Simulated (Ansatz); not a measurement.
Geometry relaxation of SnO2 (part 1 of 4)

The run: geometry relaxation of SnO2 (slab, 24 atoms in the cell). Method and program: DFT r2SCAN, scalar-relativistic, plane waves, PAW, no spin polarisation (Ansatz 0.2.0).

The structure derives from a Materials Project entry. It belongs to a series of runs on one base structure; here: (1 1 0) slab, atoms relaxed.

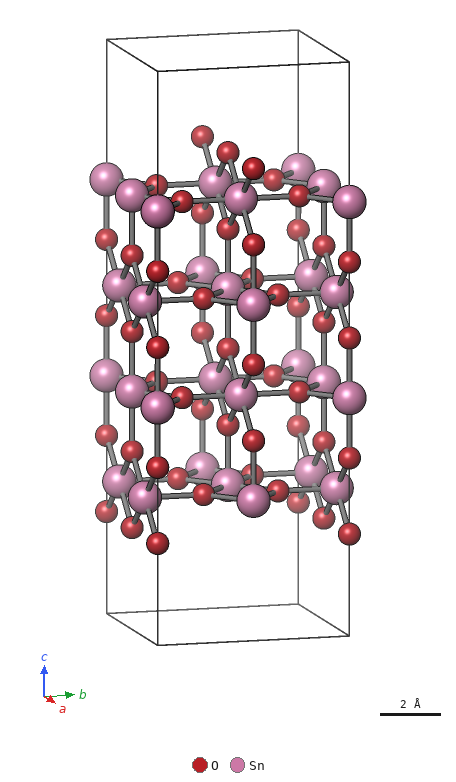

The structure as given in the input (ball-and-stick view of the 2 × 1 repeat of the cell, with the vacuum cut short, seen slightly off an axis). An atom can appear more than once, as a periodic image.

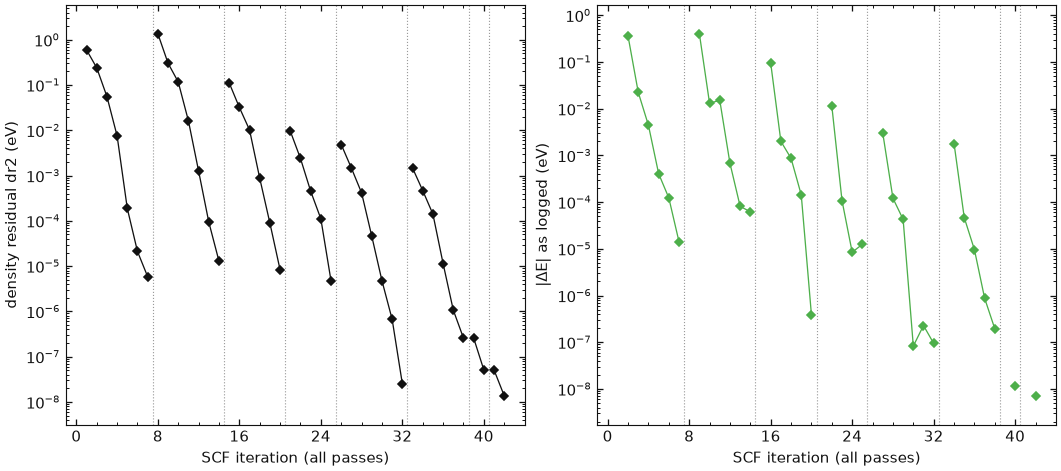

Convergence of the self-consistent field: density residual dr2 and size of the energy change against the SCF iteration. Dotted lines part the SCF passes that the log prints in full.

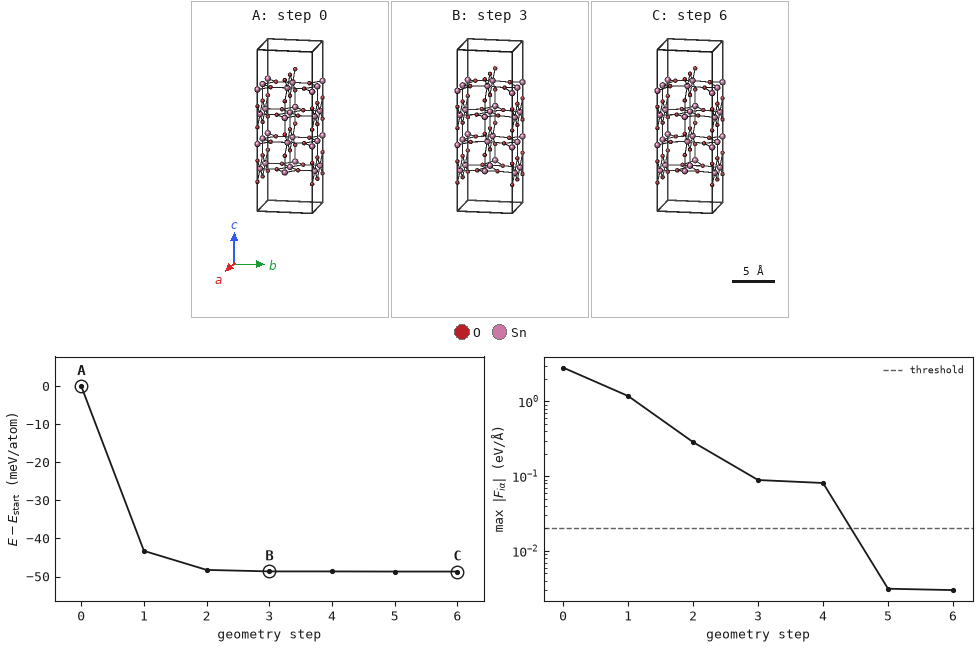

Frames of the relaxation (ball-and-stick view of the 2 × 1 repeat of the cell, with the vacuum cut short, seen slightly off an axis) above the curves, on which the letters mark them (the first geometry is step 0 here and step 1 in the log).

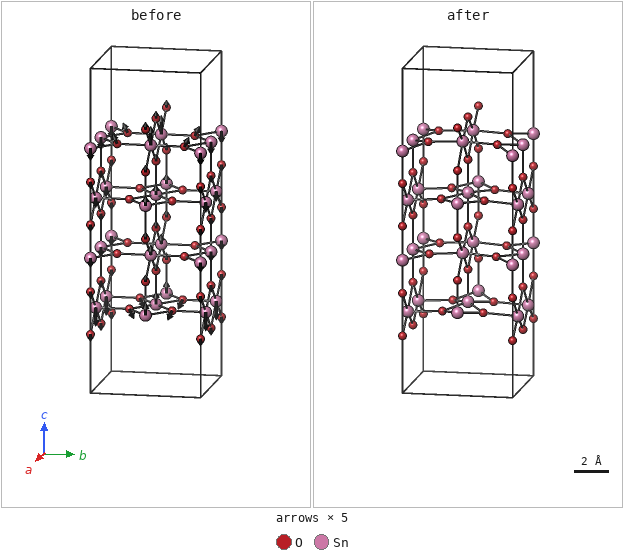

Before (left) and after (right) the relaxation, at one scale (ball-and-stick view of the 2 × 1 repeat of the cell, with the vacuum cut short, seen slightly off an axis). The black arrows give the displacements, magnified 5 times. The largest moves, 0.24 Å, are those of Sn3 and Sn21. By element the largest moves are Sn 0.24 Å, O 0.14 Å. The cell stays as it was. Among the contacts that change: O19–Sn21 2.066 → 2.163 Å, O1–Sn3 2.066 → 1.979 Å, O18–Sn22 2.059 → 1.989 Å, O20–Sn21 2.059 → 2.120 Å. Among the angles that change: O20–Sn22–O23 180.0° → 163.9°, O8–Sn9–O11 180.0° → 171.7°, O18–Sn22–O20 90.0° → 98.1°. The energy falls by 48.7 meV per atom in 6 geometry steps. Largest force component: 2.8 eV/Å at the start, 0.003 eV/Å at the end. (Atoms are counted from 1 in the order of the input.)

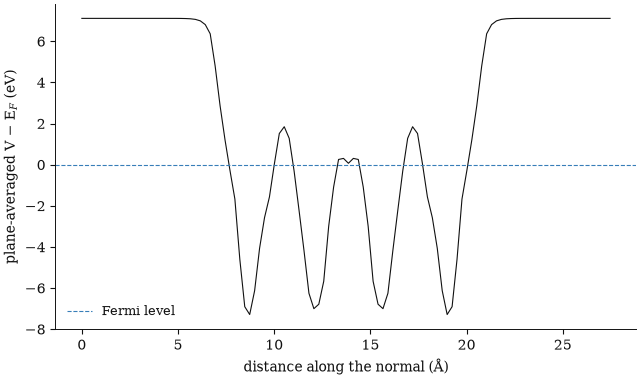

Plane average of the electrostatic potential energy of an electron across the cell, from the Fermi level. The vacuum level lies 7.11 eV above the Fermi level.

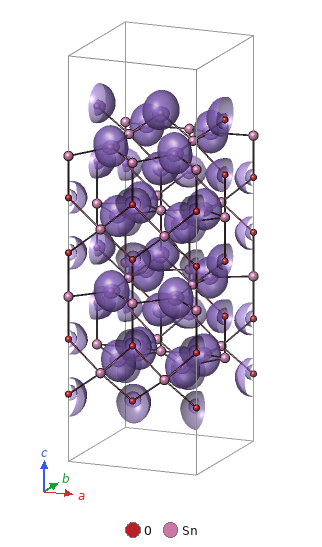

Isosurface of the electron localisation function at 0.7 (purple), seen slightly off an axis. Only the valence region is drawn (cores and ρ < 0.01 e/Å³ removed). Sticks mark near contacts. Along the contacts the grid gives the following. Sn–O (1.98 Å): the ELF is about 0.30 at the midpoint. Sn–O (2.02 Å): the ELF is about 0.25 at the midpoint. The fields are those of the smooth PAW valence density.

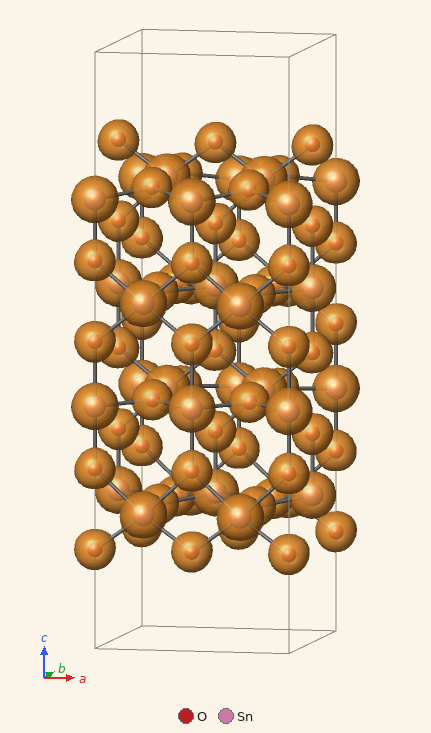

Isosurface of the valence charge density (pseudo) at 1.5 e/Å³ (orange), seen slightly off an axis. Sticks mark near contacts. At this value the density breaks into separate islands; it holds about 60 % of the electrons treated as valence (semicore included). It is pinched off along the Sn–O (1.98 Å), Sn–O (2.02 Å), Sn–O (2.08 Å) and Sn–O (2.12 Å) contacts. On the grid the lowest density along these lines, outside the cores, is 0.81 e/Å³ (Sn–O, 1.98 Å), 0.72 e/Å³ (Sn–O, 2.02 Å), 0.63 e/Å³ (Sn–O, 2.08 Å) and 0.56 e/Å³ (Sn–O, 2.12 Å).

The input and output of the run follow.

## Input file
```yaml
crystal:
  lattice:
    - [3.2007107582, 0.0, 0.0]
    - [0.0, 6.7315686836, 0.0]
    - [0.0, 0.0, 27.7104094135]
  atoms:
    - { symbol: O, position: [0.0, 6.33268e-05, 0.2706564125] }
    - { symbol: O, position: [0.5, 0.6941148639, 0.3177941327] }
    - { symbol: Sn, position: [0.5, 2.5158e-05, 0.3178057772] }
    - { symbol: Sn, position: [0.0, 0.500025158, 0.3178057772] }
    - { symbol: O, position: [0.5, 0.3059354522, 0.3178174217] }
    - { symbol: O, position: [0.0, 0.9999869893, 0.3649551419] }
    - { symbol: O, position: [0.0, 0.5000884848, 0.3921192277] }
    - { symbol: O, position: [0.5, 0.1941400219, 0.4392569479] }
    - { symbol: Sn, position: [0.5, 0.5000503161, 0.4392685924] }
    - { symbol: Sn, position: [0.0, 5.03161e-05, 0.4392685924] }
    - { symbol: O, position: [0.5, 0.8059606102, 0.4392802369] }
    - { symbol: O, position: [0.0, 0.5000121473, 0.4864179571] }
    - { symbol: O, position: [0.0, 0.0001136428, 0.5135820429] }
    - { symbol: O, position: [0.5, 0.6941651799, 0.5607197631] }
    - { symbol: Sn, position: [0.5, 7.54741e-05, 0.5607314076] }
    - { symbol: Sn, position: [0.0, 0.5000754741, 0.5607314076] }
    - { symbol: O, position: [0.5, 0.3059857682, 0.5607430521] }
    - { symbol: O, position: [0.0, 3.73053e-05, 0.6078807723] }
    - { symbol: O, position: [0.0, 0.5001388009, 0.6350448581] }
    - { symbol: O, position: [0.5, 0.194190338, 0.6821825783] }
    - { symbol: Sn, position: [0.5, 0.5001006321, 0.6821942228] }
    - { symbol: Sn, position: [0.0, 0.0001006321, 0.6821942228] }
    - { symbol: O, position: [0.5, 0.8060109262, 0.6822058673] }
    - { symbol: O, position: [0.0, 0.5000624634, 0.7293435875] }
basis:
  ecutwfc: 500
kpoints:
  mp_grid: { grid: [8, 4, 1] }
hamiltonian:
  xc: r2scan
scf:
  occupations: { method: gaussian, width: 0.05 }
output:
  forces: true
  eigenvalues: true
  write_density: true
  write_potential: true
  elf: true
  volumetric_format: npy
relax:
  adjacent_minimum: "off"
  f_tol: 0.02
  max_steps: 60
efield:
  axis: 3
  dipole_correction: true
  ramp_width: 0.04
```

Command:
```bash
ansatz run input.yaml --threads 2 --pin off --max-ram 5120MiB --backend cpu --events-out ev --progress --plain --runs-dir out
```

## Log
```
Engine: ansatz 0.2.0, x86_64-unknown-linux-gnu
Pseudopotentials: kind: paw
Pseudopotential: O, paw, valence charge 6, recommended cutoff 500 eV (meta_gga), O.paw.azcp
Pseudopotential: Sn, paw, valence charge 14, recommended cutoff 500 eV (meta_gga), Sn.paw.azcp
Functional definition: r2SCAN
  parameter k0 = 0.174
  parameter k1 = 0.065
  parameter a1 = 4.9479
  exchange = r2scan_x(k0 = k0, k1 = k1, a1 = a1)
  correlation = r2scan_c
Crystal: 24 atoms, lattice volume = 597.043 Å³
Basis set: ecut = 500 eV, 15151 PW (Γ), exchange–correlation on 96×200×864 points (64 copies of the dense FFT grid, shifted against one another)
Bands: 128, of which v1, the nominal top of the filled ones, is band 104 counted from 1 (103 counted from 0)
Symmetry: 2 space group operations
k-points: 15 of 32 (time reversal used)
Non-local potential: O, projectors of the file, l = 0: 2, l = 1: 2, l = 2: 1
Non-local potential: Sn, projectors of the file, l = 0: 2, l = 1: 2, l = 2: 2, l = 3: 2
PAW form: soft (Blöchl's): semilocal exchange-correlation on the pseudo side does not see the compensation charge
PAW frozen core: O, regenerated for the run's functional (the file was generated under x = pbe(κ = 0.804, μ = 0.2195149727645171), c = pbe(β = 0.06672455060314922))
PAW frozen core: Sn, regenerated for the run's functional (the file was generated under x = pbe(κ = 0.804, μ = 0.2195149727645171), c = pbe(β = 0.06672455060314922))
PAW one-centre angular grid: O, 302 points (default); XC on 160 Gauss nodes
PAW one-centre angular grid: Sn, 590 points (default); XC on 249 of its mesh's 2787 points in the sphere
Initial density: superposition of atomic densities (neutral atoms: chi_scale 0, normalization atom), corrected by the library's trained network
Initial wavefunctions: pseudopotential atomic-orbital guess
Functional: x = r2scan, c = r2scan; τ floored in thin density (d = 2e-4 eV/Å³)
SCF iter   1: F=—  HF=-57404.683193 eV  |F-HF|=—  |Δ(HF+E_count)|=         —  Δρ=9.07e-3  dr2=5.97e-1  dr2_τ=1.04e0  ethr=1.77e-3  p=-0.000 e·Å  D=-1.04e-11 V/Å  ΔV_dip=0.00 eV  dr2_dipole=2.30e-8  V_vac-E_F(+/−)=6.85/6.85 eV  ⟨swp⟩=6.7  Hψ=8283  notcnv=0  defer=164
efield: sawtooth ramp at fractional position 0.9800 (placed from the atoms, in the widest stretch of the axis that holds none; the zero of the levels goes with the place), width 0.0400; the density the first Hamiltonian is built on has a dipole p = -0.000 e·Å; the dipole correction subtracts the counter field D = -1.04e-11 V/Å, which shifts the + side's vacuum level by +0.00 eV against the − side's; the planar-averaged density in the ramp window peaks in size at 1.8e-6 e/Å³
preconditioner: auto → Resta (q_TF=auto, 2.289 Å⁻¹)  ε∞=2.2  [insulator: Δε(μ)=1.065 eV  Ē_g=19.874 eV  σ=0.050 eV  W_gap=1.00  n_scr=130 (ndim 8)  ℏωp=21.9 eV  f_vac=0.493  D(μ)=0.00/eV (n_scr^D=0)  ε∞_Penn≈2.2  vacuum switching on, ρ_ref=2.9e-2 e/Å³]
SCF iter   2: F=—  HF=-57405.040624 eV  |F-HF|=—  |Δ(HF+E_count)|=   3.57e-1  Δρ=7.05e-3  dr2=2.40e-1  dr2_τ=3.65e-2  ethr=2.87e-4  p=-0.000 e·Å  D=-2.82e-5 V/Å  ΔV_dip=0.00 eV  dr2_dipole=2.77e-8  V_vac-E_F(+/−)=6.72/6.72 eV  ⟨swp⟩=2.5  Hψ=3129  notcnv=0  defer=274
SCF iter   3: F=—  HF=-57405.018271 eV  |F-HF|=—  |Δ(HF+E_count)|=   2.24e-2  Δρ=3.30e-3  dr2=5.58e-2  dr2_τ=5.00e-3  ethr=1.15e-4  p=-0.000 e·Å  D=-6.29e-6 V/Å  ΔV_dip=0.00 eV  dr2_dipole=1.04e-9  V_vac-E_F(+/−)=6.82/6.82 eV  ⟨swp⟩=2.4  Hψ=3067  notcnv=0  defer=270
SCF iter   4: F=—  HF=-57405.013860 eV  |F-HF|=—  |Δ(HF+E_count)|=   4.41e-3  Δρ=1.23e-3  dr2=7.54e-3  dr2_τ=3.67e-4  ethr=2.68e-5  p=0.000 e·Å  D=1.12e-5 V/Å  ΔV_dip=-0.00 eV  dr2_dipole=2.60e-9  V_vac-E_F(+/−)=6.82/6.82 eV  ⟨swp⟩=2.0  Hψ=1903  notcnv=0  defer=270
SCF iter   5: F=—  HF=-57405.013453 eV  |F-HF|=—  |Δ(HF+E_count)|=   4.07e-4  Δρ=2.12e-4  dr2=1.88e-4  dr2_τ=1.97e-5  ethr=3.63e-6  p=0.000 e·Å  D=3.81e-6 V/Å  ΔV_dip=-0.00 eV  dr2_dipole=2.77e-10  V_vac-E_F(+/−)=6.81/6.81 eV  ⟨swp⟩=2.0  Hψ=2400  notcnv=0  defer=270
SCF iter   6: F=—  HF=-57405.013576 eV  |F-HF|=—  |Δ(HF+E_count)|=   1.23e-4  Δρ=6.98e-5  dr2=2.11e-5  dr2_τ=2.71e-6  ethr=9.02e-8  p=-0.000 e·Å  D=-1.62e-7 V/Å  ΔV_dip=0.00 eV  dr2_dipole=1.58e-11  V_vac-E_F(+/−)=6.80/6.80 eV  ⟨swp⟩=2.4  Hψ=3186  notcnv=0  defer=270
SCF iter   7: F=-57405.013588 eV  HF=-57405.013591 eV  |F-HF|=2.49e-6  |Δ(HF+E_count)|=   1.42e-5  Δρ=3.03e-5  dr2=5.85e-6  dr2_τ=5.11e-7  ethr=4.81e-9  p=-0.000 e·Å  D=-1.68e-6 V/Å  ΔV_dip=0.00 eV  dr2_dipole=2.64e-10  V_vac-E_F(+/−)=6.80/6.80 eV  ⟨swp⟩=28.9  Hψ=25202  notcnv=0
SCF 1 converged in 7 iterations: F = -57405.013588 eV  dr2 = 5.85e-6
  greatest PAW one-centre occupation: 0.996 electrons in one spin orbital (limit 2), on the Sn atom at site 15 (counted from 0), in its partial waves of l = 2
relax step   1: F+E_penalty+E_count = -57405.01358814 eV  Δ(F+E_penalty+E_count) = +0.000e0 eV  max|allowed force component| = 2.830e0 eV/Å  Δτ_max = 0.0000 Å  (7 SCF iters, dr2 threshold 1.00e-5 eV, accepted)
Initial density: handed on by an earlier stage of this run
Initial wavefunctions: those handed on with the density
iter 1 solved again at ethr=6.53e-4 eV; its pass at ethr=3.10e-3 eV (dr2=1.36e0 eV) is discarded
```
